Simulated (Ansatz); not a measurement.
# Calculations on Al$_{16}$As$_{16}$H

Part 1: Relaxation

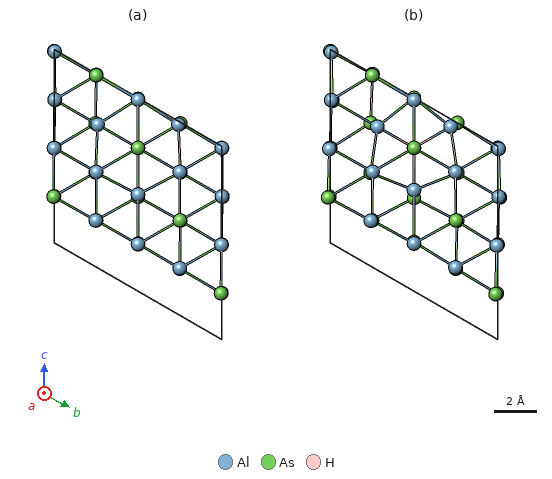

The structure of a defect cell of composition Al$_{16}$As$_{16}$H (cell charge +1) before (left) and after (right) a relaxation, at one scale.

The picture is a ball-and-stick view of the cell of the calculation (origin shifted), seen along the a axis.

Case: H interstitial, charge +1, atoms relaxed at the host's cell.

Level of theory: DFT PBE, scalar-relativistic, plane waves, PAW (Ansatz).

The input:
```yaml
crystal:
  lattice:
    - [5.727912321, 5.727912321, 5.727912321]
    - [-5.727912321, 5.727912321, -5.727912321]
    - [-5.727912321, -5.727912321, 5.727912321]
  atoms:
    - { symbol: Al, position: [0.5024884313, 0.7507540663, 0.7507540663] }
    - { symbol: Al, position: [0.4992459337, 0.501734365, 0.0] }
    - { symbol: Al, position: [0.748265635, 0.498265635, 0.7475115687] }
    - { symbol: Al, position: [0.4912462567, 0.2412462567, 0.2412462567] }
    - { symbol: Al, position: [0.751734365, 0.2492459337, 0.0] }
    - { symbol: Al, position: [0.0007540663, 0.2524884313, 0.7507540663] }
    - { symbol: Al, position: [0.4992459337, 0.0, 0.501734365] }
    - { symbol: Al, position: [0.751734365, 0.0, 0.2492459337] }
    - { symbol: Al, position: [0.0087537433, 0.0, 0.0] }
    - { symbol: Al, position: [0.25, 0.0, 0.7587537433] }
    - { symbol: Al, position: [0.748265635, 0.7475115687, 0.498265635] }
    - { symbol: Al, position: [0.0007540663, 0.7507540663, 0.2524884313] }
    - { symbol: Al, position: [0.25, 0.7587537433, 0.0] }
    - { symbol: Al, position: [-0.0024884313, 0.498265635, 0.498265635] }
    - { symbol: Al, position: [0.25, 0.501734365, 0.2492459337] }
    - { symbol: Al, position: [0.25, 0.2492459337, 0.501734365] }
    - { symbol: As, position: [0.7544658993, 0.0, 0.0] }
    - { symbol: As, position: [0.75, 0.75, 0.25] }
    - { symbol: As, position: [-0.0032352168, 0.7467647832, 0.0] }
    - { symbol: As, position: [0.7455341007, 0.4955341007, 0.4955341007] }
    - { symbol: As, position: [0.0, 0.5, 0.25] }
    - { symbol: As, position: [0.25, 0.5044658993, 0.0] }
    - { symbol: As, position: [0.75, 0.25, 0.75] }
    - { symbol: As, position: [0.0, 0.25, 0.5] }
    - { symbol: As, position: [0.25, 0.2532352168, 0.2532352168] }
    - { symbol: As, position: [0.5032352168, 0.2532352168, 0.0] }
    - { symbol: As, position: [-0.0032352168, 0.0, 0.7467647832] }
    - { symbol: As, position: [0.25, 0.0, 0.5044658993] }
    - { symbol: As, position: [0.5032352168, 0.0, 0.2532352168] }
    - { symbol: As, position: [0.25, 0.7467647832, 0.7467647832] }
    - { symbol: As, position: [0.5, 0.75, 0.5] }
    - { symbol: As, position: [0.5, 0.5, 0.75] }
    - { symbol: H, position: [0.25, 0.0, 0.0] }
  host:
    lattice:
      - [0.0, 2.8639561605, 2.8639561605]
      - [2.8639561605, 0.0, 2.8639561605]
      - [2.8639561605, 2.8639561605, 0.0]
    atoms:
      - { symbol: Al, position: [0.0, 0.0, 0.0] }
      - { symbol: As, position: [0.75, 0.75, 0.75] }
total_charge: 1
basis:
  ecutwfc: 420
  xc_grid: 2
kpoints:
  mp_grid: { grid: [2, 2, 2], shift: [0.0, 0.0, 0.0] }
hamiltonian:
  xc: pbe
scf:
  occupations: { method: gaussian, width: 0.01 }
output:
  forces: true
  stress: false
  eigenvalues: true
  charged_corrections:
    defect_position: [0.25, 0.0, 0.0]
    epsilon: [[11.5641, 0.0, 0.0], [0.0, 11.5641, 0.0], [0.0, 0.0, 11.5641]]
  write_density: true
  write_potential: true
  elf: true
  volumetric_format: npy
relax:
  adjacent_minimum: "off"
  f_tol: 0.025
  max_steps: 45
```

Run as
```bash
ansatz run input.yaml --threads 4 --pin off --max-ram 8192MiB --backend cpu --events-out ev --progress --plain --runs-dir out
```

Question: Describe what moved and what it gained.

Answer: The largest moves, 0.22 Å, are those of Al4, Al9, Al10 and Al13. Al13 goes along +b. Largest moves by element: Al 0.22 Å, As 0.09 Å. H stays in place. The cell stays as it was. Among the contacts that change: Al10–H33 2.393 → 2.169 Å, Al10–As28 2.523 → 2.660 Å, Al10–As26 2.475 → 2.466 Å. Bond angles that change, for instance: Al4–As29–Al13 104.3° → 91.8°, As19–Al13–As22 106.9° → 100.6°, As19–Al13–As29 111.9° → 116.7°. Over 7 accepted moves (9 points after the start) the energy falls by 66.8 meV per cell of the calculation. Largest force component: 0.026 eV/Å at the start, 0.0057 eV/Å at the end. The line search rejected the trial steps at points 5, 8 of the run. The forces were under the threshold at step 2, but the run went on from there. Cost: 2.4 min on 4 threads of Intel(R) Xeon(R) Platinum 8259CL CPU @ 2.50GHz (Skylake/Cascade Lake) (shared host), peak memory 2.3 GiB.

Limits of the set-up: the cell is charged, on a uniform background, and energies carry no finite-size correction.

Part 2: Relaxation

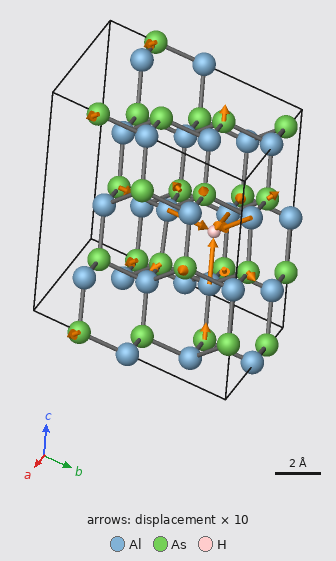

This is a relaxation of a defect cell of composition Al₁₆As₁₆H (cell charge +1). The starting structure is drawn; orange arrows show the displacements, 10 times their true length.

The picture is a ball-and-stick view of the cell of the calculation (origin shifted), seen slightly off an axis.

Level of theory: DFT PBE, scalar-relativistic, plane waves, PAW; settings changed in Ansatz.

Input
```yaml
crystal:
  lattice:
    - [5.727912321, 5.727912321, 5.727912321]
    - [-5.727912321, 5.727912321, -5.727912321]
    - [-5.727912321, -5.727912321, 5.727912321]
  atoms:
    - { symbol: Al, position: [0.5024884313, 0.7507540663, 0.7507540663] }
    - { symbol: Al, position: [0.4992459337, 0.501734365, 0.0] }
    - { symbol: Al, position: [0.748265635, 0.498265635, 0.7475115687] }
    - { symbol: Al, position: [0.4912462567, 0.2412462567, 0.2412462567] }
    - { symbol: Al, position: [0.751734365, 0.2492459337, 0.0] }
    - { symbol: Al, position: [0.0007540663, 0.2524884313, 0.7507540663] }
    - { symbol: Al, position: [0.4992459337, 0.0, 0.501734365] }
    - { symbol: Al, position: [0.751734365, 0.0, 0.2492459337] }
    - { symbol: Al, position: [0.0087537433, 0.0, 0.0] }
    - { symbol: Al, position: [0.25, 0.0, 0.7587537433] }
    - { symbol: Al, position: [0.748265635, 0.7475115687, 0.498265635] }
    - { symbol: Al, position: [0.0007540663, 0.7507540663, 0.2524884313] }
    - { symbol: Al, position: [0.25, 0.7587537433, 0.0] }
    - { symbol: Al, position: [-0.0024884313, 0.498265635, 0.498265635] }
    - { symbol: Al, position: [0.25, 0.501734365, 0.2492459337] }
    - { symbol: Al, position: [0.25, 0.2492459337, 0.501734365] }
    - { symbol: As, position: [0.7544658993, 0.0, 0.0] }
    - { symbol: As, position: [0.75, 0.75, 0.25] }
    - { symbol: As, position: [-0.0032352168, 0.7467647832, 0.0] }
    - { symbol: As, position: [0.7455341007, 0.4955341007, 0.4955341007] }
    - { symbol: As, position: [0.0, 0.5, 0.25] }
    - { symbol: As, position: [0.25, 0.5044658993, 0.0] }
    - { symbol: As, position: [0.75, 0.25, 0.75] }
    - { symbol: As, position: [0.0, 0.25, 0.5] }
    - { symbol: As, position: [0.25, 0.2532352168, 0.2532352168] }
    - { symbol: As, position: [0.5032352168, 0.2532352168, 0.0] }
    - { symbol: As, position: [-0.0032352168, 0.0, 0.7467647832] }
    - { symbol: As, position: [0.25, 0.0, 0.5044658993] }
    - { symbol: As, position: [0.5032352168, 0.0, 0.2532352168] }
    - { symbol: As, position: [0.25, 0.7467647832, 0.7467647832] }
    - { symbol: As, position: [0.5, 0.75, 0.5] }
    - { symbol: As, position: [0.5, 0.5, 0.75] }
    - { symbol: H, position: [0.25, 0.0, 0.0] }
  host:
    lattice:
      - [0.0, 2.8639561605, 2.8639561605]
      - [2.8639561605, 0.0, 2.8639561605]
      - [2.8639561605, 2.8639561605, 0.0]
    atoms:
      - { symbol: Al, position: [0.0, 0.0, 0.0] }
      - { symbol: As, position: [0.75, 0.75, 0.75] }
total_charge: 1
basis:
  ecutwfc: 420
  xc_grid: 2
kpoints:
  mp_grid: { grid: [2, 2, 2], shift: [0.0, 0.0, 0.0] }
hamiltonian:
  xc: pbe
scf:
  occupations: { method: gaussian, width: 0.01 }
  algorithm: density_mixing
  mixing: { preconditioner: ldos }
output:
  forces: true
  eigenvalues: true
relax:
  adjacent_minimum: "off"
  f_tol: 0.025
  max_steps: 45
```

Launched with:
```bash
ansatz run input.yaml --threads 4 --pin off --max-ram 8192MiB --backend cpu --events-out ev --progress --plain --runs-dir out
```

Question: Atoms of which element are displaced furthest, and by how much?

Answer: Aluminium: up to 0.21 Å, against 0.08 Å for arsenic.

Question: Describe the change and its energy.

Answer: The largest moves, 0.21 Å, are those of Al4, Al9, Al10 and Al13. Al13 goes along +b. Largest moves by element: Al 0.21 Å, As 0.08 Å. H stays in place. The lattice vectors keep their values. Near-neighbour distances that change, for instance: Al10–H33 2.393 → 2.181 Å, Al10–As28 2.523 → 2.656 Å, Al10–As26 2.475 → 2.467 Å. Among the angles between lasting bonds that change: Al4–As29–Al13 104.3° → 92.4°, As19–Al13–As22 106.9° → 100.9°, As19–Al13–As29 111.9° → 116.5°. Over 8 accepted moves (10 points after the start) the energy falls by 66.3 meV per cell of the calculation. The largest force component goes from 0.026 to 0.014 eV/Å. The line search rejected the trial step at point 6 of the run. 1 step only repeated the SCF at the same geometry. The forces were under the threshold at step 2, but the run went on from there.

Limits of the set-up: the cell is charged, on a uniform background, and energies carry no finite-size correction.

Part 3: Defect

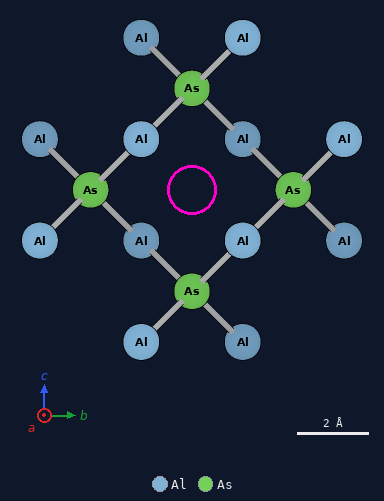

Perfect AlAs. A ball-and-stick model of the atoms within 6.0 Å of one point, in a slice 4.2 Å thick across the line of sight, seen along the a axis.

Method: DFT PBE, scalar-relativistic, plane waves, PAW in Ansatz. Settings: plane-wave cutoff 420 eV; k-point mesh 2 × 2 × 2; occupations gaussian; smearing width 0.01 eV; no spin polarisation. The cell is small and the k-mesh coarse, so the numbers are rough. A uniform background neutralises the charged cell. The axes drawn are those of the host's conventional cell.

An extra hydrogen atom is put between the host's atoms (an interstitial) at the ringed place, in charge state +1. The supercell has 32 sites, and the atoms are relaxed at the host's cell.

Predict the relaxed surroundings of the defect.

Answer. The H atom starts with 4 Al at 2.48 Å, 6 As at 2.86 Å around its place and ends with 4 Al at 2.17 Å. Of the host's atoms, an aluminium atom moves furthest from its site, by 0.31 Å.

The relaxed defect, seen from the same direction:

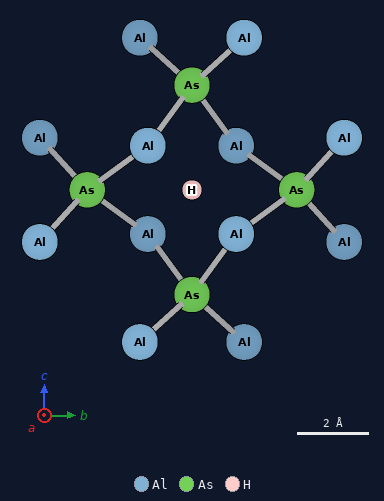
